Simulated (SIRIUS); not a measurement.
## A series of single points on GaN

System: GaN (2 atoms in the cell).
Method: Kohn-Sham DFT of a periodic cell, PBE, dojo-sr-pbe-0.4.1-standard, no spin polarisation (SIRIUS 7.10.0).

The 7 runs differ only in the geometry, by an even scaling of the cell at fixed fractional positions. The structure derives from a Materials Project entry.

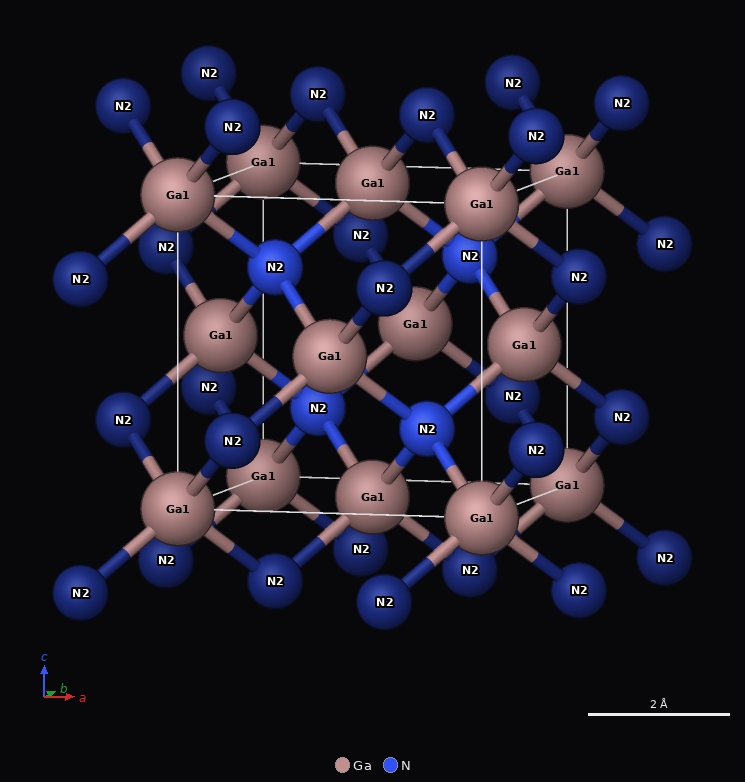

Figure 1. The structure of run 4 (ball-and-stick view of the cell 4 times as large as that of the calculation, set on its symmetry axes, seen slightly off an axis; neighbours outside the cell are drawn fainter; atoms are numbered from 1 in the order of the input).

### Input of run 4
```
{
  "control": {
    "processing_unit": "cpu",
    "verbosity": 2,
    "num_bands_to_print": 16,
    "print_forces": true,
    "print_stress": true
  },
  "parameters": {
    "electronic_structure_method": "pseudopotential",
    "xc_functionals": ["XC_GGA_X_PBE", "XC_GGA_C_PBE"],
    "gk_cutoff": 9.2,
    "pw_cutoff": 18.4,
    "ngridk": [10, 10, 10],
    "shiftk": [0, 0, 0],
    "smearing": "fermi_dirac",
    "smearing_width": 0.0018374661,
    "num_bands": 16,
    "num_mag_dims": 0,
    "num_dft_iter": 100,
    "energy_tol": 1e-08,
    "density_tol": 1e-06
  },
  "iterative_solver": {
    "type": "davidson",
    "min_tolerance": 1e-10
  },
  "mixer": {
    "type": "anderson",
    "beta": 0.7,
    "max_history": 8
  },
  "settings": {
    "tol_ne": 1e-10
  },
  "unit_cell": {
    "lattice_vectors": [
      [0.0, 0.707106781187, 0.707106781187],
      [0.707106781187, 0.0, 0.707106781187],
      [0.707106781187, 0.707106781187, 0.0]
    ],
    "lattice_vectors_scale": 6.0224269985,
    "atom_coordinate_units": "lattice",
    "atom_types": ["Ga", "N"],
    "atom_files": {
      "N": "N.json",
      "Ga": "Ga.json"
    },
    "atoms": {
      "Ga": [
        [0.0, 0.0, 0.0]
      ],
      "N": [
        [0.25, 0.25, 0.25]
      ]
    }
  }
}
```

Command:
```bash
upf_to_json N.upf
upf_to_json Ga.upf
OMP_NUM_THREADS=1 sirius.scf --input=sirius.json --output=out.json --task=0
```

Lattice vectors (Å) and fractional positions of run 4:
```
   0.000000    2.253501    2.253501
   2.253501    0.000000    2.253501
   2.253501    2.253501    0.000000
Ga  0.000000  0.000000  0.000000
N   0.250000  0.250000  0.250000
```

Run 6 has the same physical settings and fractional positions; its lattice vectors (Å) are:
```
   0.000000    2.283155    2.283155
   2.283155    0.000000    2.283155
   2.283155    2.283155    0.000000
```

### Results, with one run withheld

```csv
run,volume per atom (Å³),"free energy per atom, from the lowest run given (meV)",pressure (GPa),gap on the mesh (eV)
1,10.757,54.96,18.94,2.16
2,10.986,31.57,13.87,2.03
3,11.215,15.06,9.30,1.89
4,11.444,4.74,5.19,1.76
5,11.673,0.00,1.49,1.63
6,11.902,?,?,?
7,12.131,5.06,−4.83,1.38
```

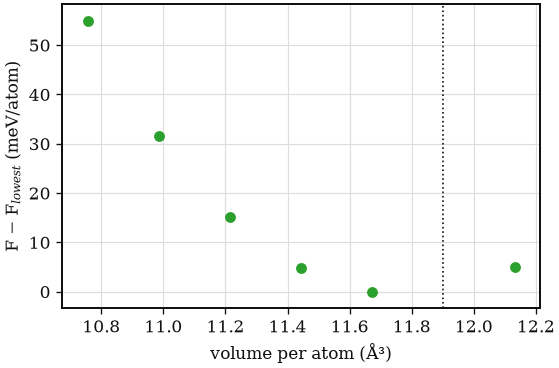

Figure 2. Free energy per atom of the runs given; the dotted line marks run 6.

Estimate the energy of run 6 from the others.

A cubic polynomial in V^(−2/3) (the Birch–Murnaghan form), fitted to the 6 runs given, misses them by under 0.01 meV per atom. With x = V^(−2/3) − 0.19797 Å⁻², it reads F = 8.1534 + 3643.2 x + 3.8651e+05 x² + 3.6509e+05 x³ (meV per atom). At run 6 it gives 0.27 meV per atom, and the run itself gives 0.27. The slope of the fit gives a pressure −dF/dV of −1.83 GPa there, and the run prints −1.84 GPa. The fit has its minimum at 11.773 Å³ per atom, where V d²F/dV² gives 172 GPa: the bulk modulus at this level, since symmetry fixes the shape and the positions. The gap on the mesh goes, without turning, from 2.16 eV in run 1 to 1.38 eV in run 7; run 6 has 1.50 eV. These are gaps of this functional on this mesh, which can miss the band edges; they aren't the measured gap.

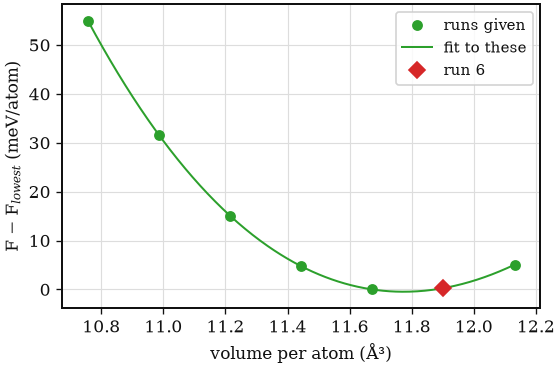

Figure 3. The fit and the withheld run.

### Some lines of the output (run 6)
```
[...]
[find] band gap (eV)                  :       1.50290260
[find] Efermi                         :       0.39574277
[find] band gap (eV)                  :       1.50289034
[find] Efermi                         :       0.39574352
[find] band gap (eV)                  :       1.50290585
[find] Efermi                         :       0.39574309
[find] band gap (eV)                  :       1.50290525
[find] Efermi                         :       0.39574310
[find] band gap (eV)                  :       1.50290436
[find] Efermi                         :       0.39574311
[find] band gap (eV)                  :       1.50290438
[find] Efermi                         :       0.39574840
[find] band gap (eV)                  :       1.50290440
[find] Efermi                         :       0.39574839
```
